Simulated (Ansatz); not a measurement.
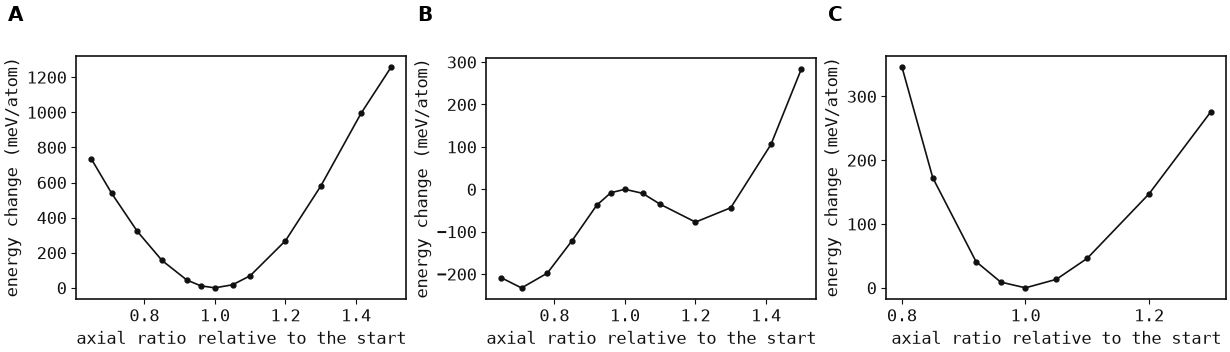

Each panel shows the energy change against relative axial ratio for one of these solids: BP, F-43m (No. 216), 11.7 Å³/atom, path tetragonal; SnSe, P4/nmm (No. 129), 50.5 Å³/atom, path tetragonal; Ta, Fm-3m (No. 225), 18.6 Å³/atom, path tetragonal.

How it was computed, with Ansatz 0.2.0: deformation of a crystal at fixed volume, lengths along the axis scaled against those across it, fractional coordinates fixed, by plane-wave density functional theory with PAW datasets, free energies less that of the undisturbed cell, pressure positive in compression; scalar-relativistic. Level: r2SCAN, no spin polarisation.

Question: Which panel belongs to which solid?

Answer: A is BP (energy change from 0 meV/atom to 1259 meV/atom); B is Ta (energy change from −233 meV/atom to 284 meV/atom); C is SnSe (energy change from 0 meV/atom to 346 meV/atom).

For BP, limits of the calculation: gap closes along the scan on a mesh chosen for the insulator; reference crystal is not relaxed.

For SnSe, limits of the calculation: reference crystal is not relaxed; shape and atomic fractions are frozen while scaling, which makes layered, chain and framework solids too stiff.
